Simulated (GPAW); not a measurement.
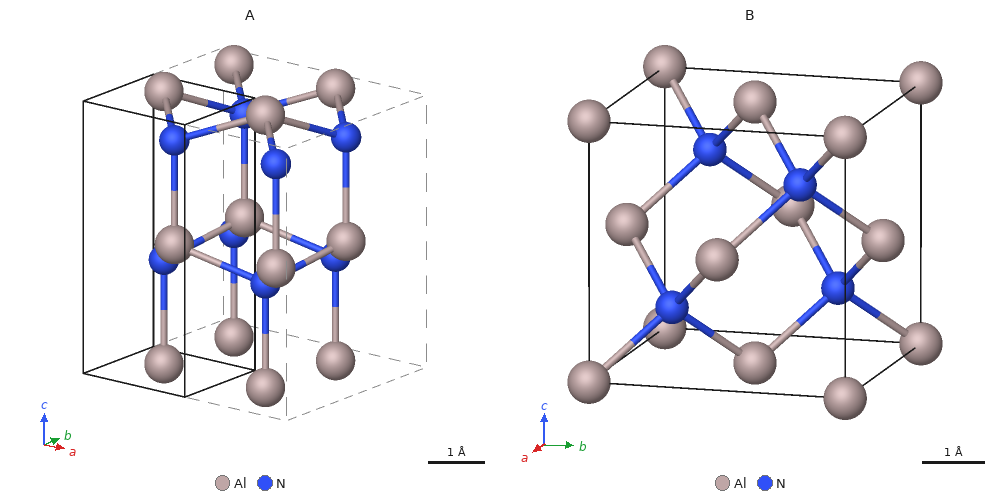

Two structures of AlN, each relaxed (cell and atoms) at zero pressure; conventional cells in solid outline, small ones repeated, each panel with its own scale. Alike in all runs: GPAW 26.7.0; functional PBEsol; dispersion D3(BJ)+ATM; potentials PAW data sets generated in the run's folder for this functional; cutoff 800 eV; occupations fermi-dirac, width 0.05 eV; no spin polarisation; no spin-orbit coupling. The k meshes have like spacings.

Give the type and space group of each panel.

Answer. A: wurtzite, P6₃mc; B: zinc blende type, F-43m.

Rank them by energy, lowest first.

Answer. A, then B (+22 meV/atom), static energies at zero smearing.

Collect the results in a table.

Answer.
| panel | space group | E − E(lowest) (meV/atom) | volume (Å³/atom) | gap (eV) |
| --- | --- | --- | --- | --- |
| A | P6₃mc | 0 | 10.4 | 4.21 |
| B | F-43m | 22 | 10.4 | 3.18 |

The starts are database entries or structure types tried for this composition, and the most stable form need not be among them. Approximate functionals can misorder forms that lie within a few tens of meV/atom, as they do the rutile and anatase forms of TiO₂. Gaps are the least found on the k-mesh, which misses some points of high symmetry; where the band edges lie there, the true gap is smaller, at times by an eV.

Caveat: later steps reuse the first step's grids; semilocal functionals give gaps below the measured ones.
